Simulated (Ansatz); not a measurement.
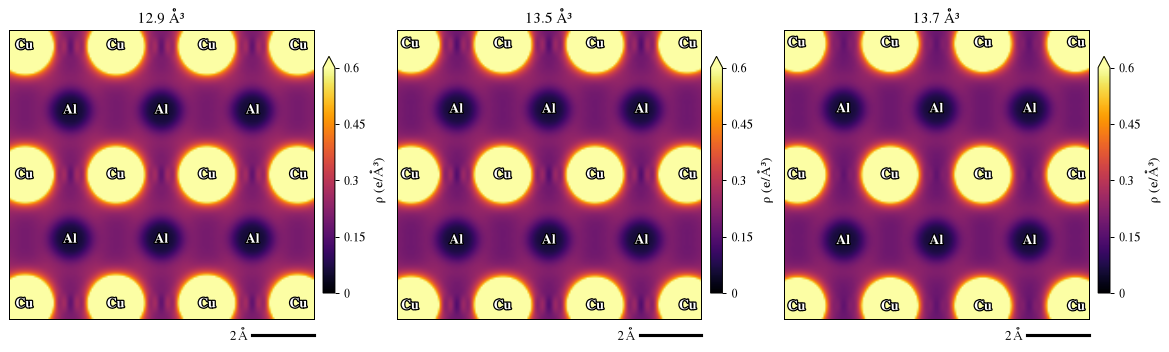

AlCu. The valence electron density of cells scaled evenly to different volumes (given per atom above each panel), on the (11̄0) plane of each (indices in the axes of the cell below), at one length scale and on one colour scale.

A structure from a database of computed crystals, not necessarily the ambient phase.

Computed with Kohn-Sham DFT of a periodic cell, PBE0, Ansatz PAW in Ansatz 0.2.0.

The density is the valence pseudo-density of a PAW calculation; it isn't the true density close to the nuclei.

The largest cell:

```xyz
2
Lattice="3.0563 0.0000 0.0000 0.0000 3.0563 0.0000 0.0000 0.0000 3.0563" Properties=species:S:1:pos:R:3 pbc="T T T"
Cu    1.5281    1.5281    1.5281
Al    0.0000    0.0000    0.0000
```

| volume (Å³/atom) | Al–Cu contact in the plane (Å) | ρ at its midpoint (e/Å³) | pressure (GPa) | 
| --- | --- | --- | --- |
| 12.93 | 2.561 | 0.264 | 2.0 | 
| 13.20 | 2.578 | ? | ? | 
| 13.47 | 2.596 | 0.249 | −0.3 | 
| 13.74 | 2.613 | 0.242 | −2.4 | 
| 14.27 | 2.647 | 0.231 | −6.2 | 

Q: Estimate the missing row, and compare with the calculation.

A: Over the known rows ln ρ falls by 1.56 per Å of Al–Cu distance (a least-squares line), which gives 0.256 e/Å³ at 2.578 Å; the calculation gives 0.256 e/Å³. For the pressure, a straight line in volume between the neighbouring rows gives 0.9 GPa; the calculation gives 0.4.
